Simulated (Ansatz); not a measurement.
Run report: TiAl3, geometry relaxation

The run: geometry relaxation of TiAl3 (I4/mmm, 4 atoms in the cell). Method and program: DFT r2SCAN, scalar-relativistic, plane waves, PAW, no spin polarisation (Ansatz 0.2.0).

The structure derives from a Materials Project entry.

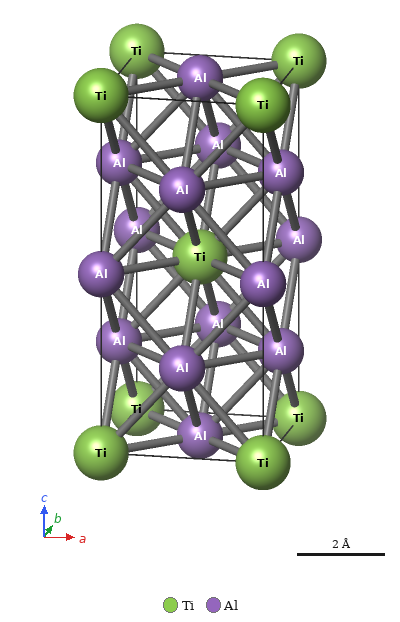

**Figure 1.** The starting structure (ball-and-stick view of the cell 2 times as large as that of the calculation, set on its symmetry axes, seen slightly off an axis). An atom can appear more than once, as a periodic image.

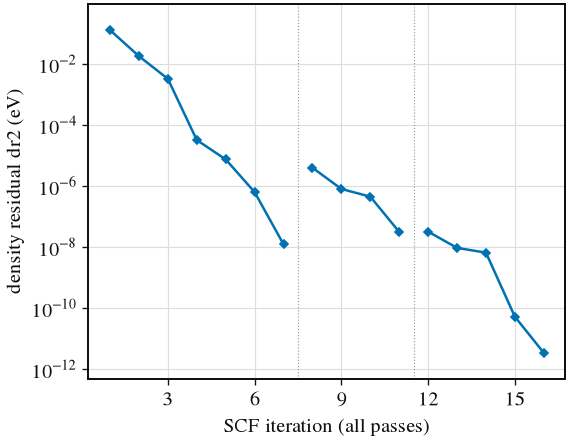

**Figure 2.** Convergence of the self-consistent field: density residual dr2 against the SCF iteration. The dotted lines part the SCF passes of the relaxation: geometry steps, rejected trials and re-solves on a re-selected basis. The passes take 7, 4 and 5 iterations.

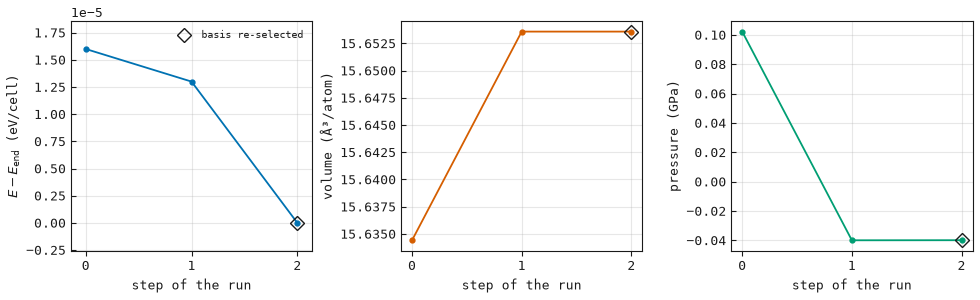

**Figure 3.** Progress of the relaxation, step by step (the first geometry is step 0 here and step 1 in the log). The energy falls by next to nothing (0.0 meV per cell of the calculation) in 1 geometry step. All forces vanish by symmetry, so only the cell relaxes. Pressure: 0.10 GPa at the start and −0.04 GPa at the end. No atom moves by more than 0.005 Å relative to the cell. Cell: a = b 3.822 → 3.824 Å (0.0 %), c 8.561 → 8.564 Å (0.0 %). Volume +0.1 %. The space group stays I4/mmm (No. 139). A last SCF at the same geometry on a re-selected plane-wave basis shifts the energy by next to nothing (0.0 meV per cell of the calculation). (Atoms are counted from 1 in the order of the input.)

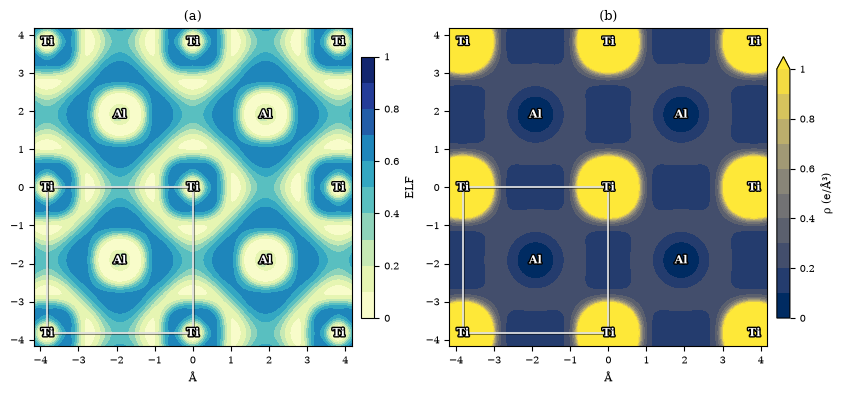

**Figure 4.** (a) ELF; (b) valence pseudo-density on the (001) plane of the conventional cell. Away from the nuclei the density in this plane falls to 0.15 e/Å³ at its lowest. The strong features right at Ti lie inside the PAW spheres (semicore, d or f shells) and say nothing about bonding. Core electrons are frozen (PAW), so the fields are smoothed inside the atomic spheres.

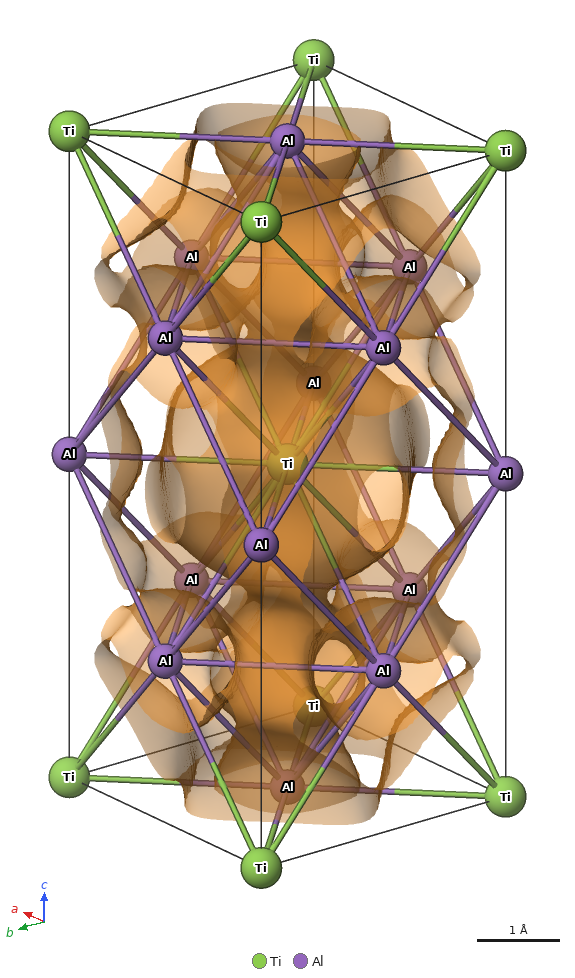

**Figure 5.** Isosurface of the ELF at 0.55 (orange), seen at an oblique angle. Core shells and regions of very low density are left out. Sticks mark near contacts. The outline is the cell set on symmetry axes. Profiles from the grid: Ti–Al (2.70 Å): the ELF is about 0.35 at the midpoint, as expected for metallic bonding. Al–Al (2.70 Å): the ELF peaks at about 0.70 between the atoms.

The input that produced these results follows, with the program's output.

Input file
```yaml
crystal:
  lattice:
    - [-1.9111067713, 1.9111067713, 4.2806687947]
    - [1.9111067713, -1.9111067713, 4.2806687947]
    - [1.9111067713, 1.9111067713, -4.2806687947]
  atoms:
    - { symbol: Ti, position: [0.0, 0.0, 0.0] }
    - { symbol: Al, position: [0.5, 0.5, 0.0] }
    - { symbol: Al, position: [0.75, 0.25, 0.5] }
    - { symbol: Al, position: [0.25, 0.75, 0.5] }
basis:
  ecutwfc: 500
kpoints:
  mp_grid: { grid: [16, 16, 16] }
hamiltonian:
  xc: r2scan
scf:
  occupations: { method: gaussian, width: 0.1 }
output:
  forces: true
  stress: true
  eigenvalues: true
  write_density: true
  write_potential: true
  elf: true
  volumetric_format: npy
relax:
  adjacent_minimum: "off"
  f_tol: 0.01
  max_steps: 80
  cell: { stress_tol: 0.05 }
```

Command:
```bash
ansatz run input.yaml --threads 2 --pin off --max-ram 5120MiB --backend cpu --events-out ev --progress --plain --runs-dir out
```

Output
```
Engine: ansatz 0.2.0, x86_64-unknown-linux-gnu
Pseudopotentials: kind: paw
Pseudopotential: Ti, paw, valence charge 12, recommended cutoff 500 eV (meta_gga), Ti.paw.azcp
Pseudopotential: Al, paw, valence charge 3, recommended cutoff 500 eV (meta_gga), Al.paw.azcp
Functional definition: r2SCAN
  parameter k0 = 0.174
  parameter k1 = 0.065
  parameter a1 = 4.9479
  exchange = r2scan_x(k0 = k0, k1 = k1, a1 = a1)
  correlation = r2scan_c
Crystal: 4 atoms, lattice volume = 62.538 Å³
Basis set: ecut = 500 eV, 1555 PW (Γ), exchange–correlation on 160×160×160 points (64 copies of the dense FFT grid, shifted against one another)
Bands: 15, of which v1, the nominal top of the filled ones, is band 11 counted from 1 (10 counted from 0)
Symmetry: 16 space group operations
Space group: I4/mmm (ITA 139), of the structure as read, at distance tolerance 4.0e-5 Å
k-points: 349 of 4096
Non-local potential: Ti, projectors of the file, l = 0: 3, l = 1: 2, l = 2: 3, l = 3: 1
Non-local potential: Al, projectors of the file, l = 0: 2, l = 1: 2, l = 2: 1
PAW form: soft (Blöchl's): semilocal exchange-correlation on the pseudo side does not see the compensation charge
PAW frozen core: Ti, regenerated for the run's functional (the file was generated under x = pbe(κ = 0.804, μ = 0.2195149727645171), c = pbe(β = 0.06672455060314922))
PAW frozen core: Al, regenerated for the run's functional (the file was generated under x = pbe(κ = 0.804, μ = 0.2195149727645171), c = pbe(β = 0.06672455060314922))
PAW one-centre angular grid: Ti, 590 points (default); XC on 160 Gauss nodes
PAW one-centre angular grid: Al, 302 points (default); XC on 160 Gauss nodes
Initial density: superposition of atomic densities (neutral atoms: chi_scale 0, normalization atom), corrected by the library's trained network
Initial wavefunctions: pseudopotential atomic-orbital guess
Functional: x = r2scan, c = r2scan; τ floored in thin density (d = 2e-4 eV/Å³)
SCF iter   1: F=—  HF=-4127.309497 eV  |F-HF|=—  |Δ(HF+E_count)|=         —  Δρ=1.25e-2  dr2=1.30e-1  dr2_τ=2.77e-2  ethr=1.77e-3  ⟨swp⟩=5.4  Hψ=30536  notcnv=0
preconditioner: auto → Kerker (q_TF=auto, 2.275 Å⁻¹)  [metal: Δε(μ)=0.003 eV  Ē_g=6.025 eV  σ=0.100 eV  W_gap=0.01  n_scr=10 (ndim 8)  ℏωp=16.9 eV  f_vac=0.000  D(μ)=1.58/eV (n_scr^D=10)]
SCF iter   2: F=—  HF=-4127.349025 eV  |F-HF|=—  |Δ(HF+E_count)|=   3.95e-2  Δρ=4.90e-3  dr2=1.82e-2  dr2_τ=3.42e-3  ethr=6.19e-4  ⟨swp⟩=2.6  Hψ=12914  notcnv=0  defer=77
SCF iter   3: F=—  HF=-4127.348030 eV  |F-HF|=—  |Δ(HF+E_count)|=   9.95e-4  Δρ=2.38e-3  dr2=3.29e-3  dr2_τ=7.72e-5  ethr=8.68e-5  ⟨swp⟩=2.1  Hψ=7500  notcnv=0  defer=77
SCF iter   4: F=—  HF=-4127.348007 eV  |F-HF|=—  |Δ(HF+E_count)|=   2.30e-5  Δρ=2.40e-4  dr2=3.24e-5  dr2_τ=2.78e-6  ethr=1.57e-5  ⟨swp⟩=2.7  Hψ=8409  notcnv=0  defer=77
SCF iter   5: F=—  HF=-4127.348041 eV  |F-HF|=—  |Δ(HF+E_count)|=   3.34e-5  Δρ=1.01e-4  dr2=7.54e-6  dr2_τ=3.68e-7  ethr=1.54e-7  ⟨swp⟩=2.0  Hψ=7460  notcnv=0  defer=77
SCF iter   6: F=—  HF=-4127.348039 eV  |F-HF|=—  |Δ(HF+E_count)|=   1.52e-6  Δρ=2.60e-5  dr2=6.38e-7  dr2_τ=1.85e-8  ethr=3.59e-8  ⟨swp⟩=1.8  Hψ=6776  notcnv=0  defer=77
SCF iter   7: F=-4127.348039 eV  HF=-4127.348039 eV  |F-HF|=4.64e-9  |Δ(HF+E_count)|=   7.85e-8  Δρ=4.00e-6  dr2=1.24e-8  dr2_τ=4.30e-10  ethr=4.76e-10  ⟨swp⟩=8.8  Hψ=33763  notcnv=0
SCF 1 converged in 7 iterations: F = -4127.348039 eV  dr2 = 1.24e-8
  greatest PAW one-centre occupation: 1.001 electrons in one spin orbital (limit 2), on the Ti atom at site 0 (counted from 0), in its partial waves of l = 1
relax step   1: F+E_penalty+E_count = -4127.34803892 eV  Δ(F+E_penalty+E_count) = +0.000e0 eV  max|allowed force component| = 8.674e-19 eV/Å  Δτ_max = 0.0000 Å  P = +0.102 GPa  Ω = 62.538 Å³  (7 SCF iters, dr2 threshold 1.00e-7 eV, accepted)
Crystal: 4 atoms, lattice volume = 62.614 Å³
Initial density: handed on by an earlier stage of this run
Initial wavefunctions: those handed on with the density
iter 1 solved again at ethr=1.99e-8 eV; its pass at ethr=3.10e-3 eV (dr2=4.19e-6 eV) is discarded
SCF iter   1: F=—  HF=-4127.348022 eV  |F-HF|=—  |Δ(HF+E_count)|=         —  Δρ=4.95e-5  dr2=4.02e-6  dr2_τ=1.33e-5  ethr=1.99e-8  ⟨swp⟩=2.0  Hψ=32074  notcnv=0
preconditioner: auto → Kerker (q_TF=auto, 2.274 Å⁻¹)  [metal: Δε(μ)=0.005 eV  Ē_g=5.927 eV  σ=0.100 eV  W_gap=0.03  n_scr=10 (ndim 8)  ℏωp=16.9 eV  f_vac=0.000  D(μ)=1.64/eV (n_scr^D=10)]
SCF iter   2: F=—  HF=-4127.348042 eV  |F-HF|=—  |Δ(HF+E_count)|=   2.05e-5  Δρ=3.39e-5  dr2=8.09e-7  dr2_τ=7.16e-8  ethr=1.91e-8  ⟨swp⟩=2.0  Hψ=8894  notcnv=0
SCF iter   3: F=—  HF=-4127.348042 eV  |F-HF|=—  |Δ(HF+E_count)|=   1.64e-7  Δρ=1.95e-5  dr2=4.53e-7  dr2_τ=1.55e-8  ethr=3.85e-9  ⟨swp⟩=2.4  Hψ=7471  notcnv=0
SCF iter   4: F=-4127.348042 eV  HF=-4127.348042 eV  |F-HF|=2.13e-8  |Δ(HF+E_count)|=   9.37e-8  Δρ=4.69e-6  dr2=3.16e-8  dr2_τ=1.65e-9  ethr=1.67e-10  ⟨swp⟩=5.1  Hψ=27227  notcnv=0
SCF 2 converged in 4 iterations: F = -4127.348042 eV  dr2 = 3.16e-8
relax step   2: F+E_penalty+E_count = -4127.34804186 eV  Δ(F+E_penalty+E_count) = -2.948e-6 eV  max|allowed force component| = 1.388e-17 eV/Å  Δτ_max = 0.0000 Å  P = -0.040 GPa  Ω = 62.614 Å³  energy of the carried Pulay correction = -1.323e-5 eV  (4 SCF iters, dr2 threshold 3.52e-8 eV, accepted)
Initial wavefunctions: pseudopotential atomic-orbital guess (no wavefunctions were taken with the density)
iter 1 solved again at ethr=7.24e-8 eV; its pass at ethr=3.10e-3 eV (dr2=1.52e-5 eV) is discarded
SCF iter   1: F=—  HF=-4127.348054 eV  |F-HF|=—  |Δ(HF+E_count)|=         —  Δρ=1.00e-5  dr2=3.23e-8  dr2_τ=1.57e-9  ethr=7.24e-8  ⟨swp⟩=2.8  Hψ=43395  notcnv=0
preconditioner: auto → Kerker (q_TF=auto, 2.274 Å⁻¹)  [metal: Δε(μ)=0.005 eV  Ē_g=5.926 eV  σ=0.100 eV  W_gap=0.03  n_scr=10 (ndim 8)  ℏωp=16.9 eV  f_vac=0.000  D(μ)=1.64/eV (n_scr^D=10)]
SCF iter   2: F=—  HF=-4127.348055 eV  |F-HF|=—  |Δ(HF+E_count)|=   1.20e-6  Δρ=5.52e-6  dr2=9.48e-9  dr2_τ=1.73e-9  ethr=1.54e-10  ⟨swp⟩=2.1  Hψ=6380  notcnv=0
SCF iter   3: F=—  HF=-4127.348055 eV  |F-HF|=—  |Δ(HF+E_count)|=   2.75e-8  Δρ=2.44e-6  dr2=6.61e-9  dr2_τ=3.32e-10  ethr=4.52e-11  ⟨swp⟩=3.0  Hψ=9041  notcnv=0
SCF iter   4: F=—  HF=-4127.348055 eV  |F-HF|=—  |Δ(HF+E_count)|=   1.66e-9  Δρ=8.76e-7  dr2=5.27e-11  dr2_τ=5.11e-11  ethr=3.15e-11  ⟨swp⟩=2.2  Hψ=6535  notcnv=0
SCF iter   5: F=-4127.348055 eV  HF=-4127.348055 eV  |F-HF|=0.00e0  |Δ(HF+E_count)|=   1.05e-9  Δρ=6.51e-8  dr2=3.44e-12  dr2_τ=4.50e-13  ethr=1.00e-12  ⟨swp⟩=5.1  Hψ=20197  notcnv=0
SCF 3 converged in 5 iterations: F = -4127.348055 eV  dr2 = 3.44e-12
relax step   3: F+E_penalty+E_count = -4127.34805527 eV  Δ(F+E_penalty+E_count) = -1.340e-5 eV  max|allowed force component| = 1.908e-17 eV/Å  Δτ_max = 0.0000 Å  P = -0.040 GPa  Ω = 62.614 Å³  stress off target by 4.53e-2 GPa  SCF on the basis re-selected at this cell (its energy is not comparable with the rows above)  (5 SCF iters)
basis re-selected at this cell: Δ(F+E_penalty+E_count) = -1.340e-5 eV, ΔP = +0.000 GPa vs the last step (what re-selecting the basis moved, of the pressure what is left beyond the Pulay correction that the steps carried, after the strain that the cell walked since its last selection, with what the two solves' SCF thresholds leave and, on support functions, any second-order correction that the steps lacked; it is no measure of the basis error at this ecutwfc). This SCF's stress stands 4.53e-2 GPa from its target on what of the cell is left free (relax.cell.stress_tol is 5.00e-2 GPa) and its largest allowed force component is 1.91e-17 eV/Å (relax.f_tol is 1.00e-2 eV/Å): within both
SCF converged after 5 iterations
Free energy (F): -4127.348055 eV
Harris-Foulkes:  -4127.348055 eV  (|F-HF|=0.00e0)
Internal energy: -4127.339843 eV  (E = F + TS)
E sigma→0 (E₀):  -4127.343949 eV
Entropy (-TS):   -0.008212 eV (-2.053 meV/atom)
Fermi energy:    9.703011 eV
--- Per-component energies (eV) ---
  E_band       = -166.087314
  E_kinetic    = 345.049409
  E_local      = -1184.070554  (includes V_loc(G=0)·N_el)
  E_nonlocal   = 37.656154
  E_hartree    = 521.298369
  E_xc         = -204.746828
  E_vxc        = -228.342887  (∫ρ·V_xc dr)
  E_paw        = -2477.168807  (= ΣΔE_a)
  E_vpaw       = -191.717298  (= ΣTr[D̂ρ^β])
  E_aug_tail   = 0.000093  (compensation charges beyond the density's cutoff)
  E_vtau       = 12.740967  (kinetic-family band-sum trace: ∫τ·v_τ [+ j·A + Jᵃ·Aᵃ] dr)
  E_ewald      = -1164.923897
  E_core_change = -0.433781  (= ΣΔE_core)
  E_smearing   = -0.008212  (= −TS)
  E_closure    = 0.000000  (closes the sum)
  Σ components = -4127.348055   (vs F -4127.348055, Δ=0.00e0)
--- Forces (eV/Å), atoms counted from 1 ---
  atom   1  Ti    -0.00000000    -0.00000000     0.00000000
  atom   2  Al     0.00000000    -0.00000000     0.00000000
  atom   3  Al     0.00000000     0.00000000     0.00000000
  atom   4  Al    -0.00000000     0.00000000    -0.00000000
  max |Σ_I F_I| component: 6.94e-18 eV/Å
--- Stress (GPa, compression-positive) ---
       -0.037169       0.000000       0.000000
        0.000000      -0.037169       0.000000
        0.000000       0.000000      -0.045327
  P = ⅓ Tr σ = -0.0399 GPa (-0.399 kbar)
--- Band table (eV; the first three rows and the last of 349) ---
  k-point 0: bands = ["-49.1375", "-24.3936", "-24.3936", "-24.3261", "-1.0506", "6.7301", "6.8049", "8.2357", "8.3803", "8.3803", "10.5610", "11.4585", "11.4585", "11.8851", "12.5749"]
  k-point 1: bands = ["-49.1373", "-24.3948", "-24.3946", "-24.3260", "-0.9641", "6.7612", "6.8024", "8.1244", "8.1277", "8.3522", "10.1468", "11.5754", "11.6206", "11.7892", "12.7886"]
  k-point 2: bands = ["-49.1370", "-24.3980", "-24.3974", "-24.3255", "-0.7063", "6.6302", "7.0077", "7.5519", "7.8549", "8.2945", "9.3414", "11.6857", "11.8145", "11.8298", "13.0640"]
  k-point 348: bands = ["-49.1374", "-24.3939", "-24.3939", "-24.3296", "0.6680", "1.6193", "7.6446", "8.6424", "8.6424", "9.4177", "10.4803", "10.4803", "10.6896", "12.9176", "14.9677"]
--- Relaxed structure (2 steps of the walk, 2 accepted, 1 SCFs on fresh bases) ---
  F+E_penalty+E_count = -4127.34805527 eV   max|allowed force component| = 1.908e-17 eV/Å   (the final SCF, on the basis selected at the relaxed cell)
  cell:  # Å, volume = 62.6144 Å³
    - [-1.91200035520157, 1.91200035520157, 4.281915037512247]
    - [1.91200035520157, -1.91200035520157, 4.281915037512247]
    - [1.91200035520157, 1.91200035520157, -4.281915037512247]
  atoms:
    - { symbol: Ti, position: [-5.9048222408932655e-37, -1.258470423746941e-72, -5.9048222408932655e-37] }
    - { symbol: Al, position: [0.5, 0.5, -5.9048222408932655e-37] }
    - { symbol: Al, position: [0.75, 0.25, 0.49999999999999994] }
    - { symbol: Al, position: [0.25, 0.75, 0.49999999999999994] }
```

Trajectory as extended XYZ (Å, eV, eV/Å), 3 frames, from step=1 to step=3
```
4
Lattice="-1.9111 1.9111 4.2807 1.9111 -1.9111 4.2807 1.9111 1.9111 -4.2807" Properties=species:S:1:pos:R:3:forces:R:3 step=1 energy=-4127.34804 pressure_GPa=0.10
Ti    0.0000    0.0000    0.0000    0.0000   0.0000   0.0000
Al    0.0000    0.0000    4.2807    0.0000   0.0000   0.0000
Al    0.0000    1.9111    2.1403    0.0000   0.0000   0.0000
Al    1.9111    0.0000    2.1403    0.0000   0.0000   0.0000
4
Lattice="-1.9120 1.9120 4.2819 1.9120 -1.9120 4.2819 1.9120 1.9120 -4.2819" Properties=species:S:1:pos:R:3:forces:R:3 step=2 energy=-4127.34804 pressure_GPa=-0.04
Ti    0.0000    0.0000    0.0000    0.0000   0.0000   0.0000
Al    0.0000    0.0000    4.2819    0.0000   0.0000   0.0000
Al    0.0000    1.9120    2.1410    0.0000   0.0000   0.0000
Al    1.9120    0.0000    2.1410    0.0000   0.0000   0.0000
4
Lattice="-1.9120 1.9120 4.2819 1.9120 -1.9120 4.2819 1.9120 1.9120 -4.2819" Properties=species:S:1:pos:R:3:forces:R:3 step=3 energy=-4127.34806 pressure_GPa=-0.04
Ti    0.0000    0.0000    0.0000    0.0000   0.0000   0.0000
Al    0.0000    0.0000    4.2819    0.0000   0.0000   0.0000
Al    0.0000    1.9120    2.1410    0.0000   0.0000   0.0000
Al    1.9120    0.0000    2.1410    0.0000   0.0000   0.0000
```

Key numbers

```csv
quantity,value
outcome,converged
space group (tolerance 0.01 Å),I4/mmm (139)
electrons treated,21
free energy,−4127.3481 eV
Fermi energy,9.703 eV
gap on the k-point mesh,none (metallic)
pressure,−0.04 GPa
final volume,62.61 Å³
largest force (length of the vector) at the end,under 0.001 eV/Å
final cell,"a = 5.064 Å, b = 5.064 Å, c = 5.064 Å, α = 135.64°, β = 135.64°, γ = 64.54°"
hardware,"2 threads of Intel Xeon @ 2.70GHz, 189 GiB of memory available, shared host"
wall time,56 s (CPU time 1.8 min)
peak memory,1 GiB
```
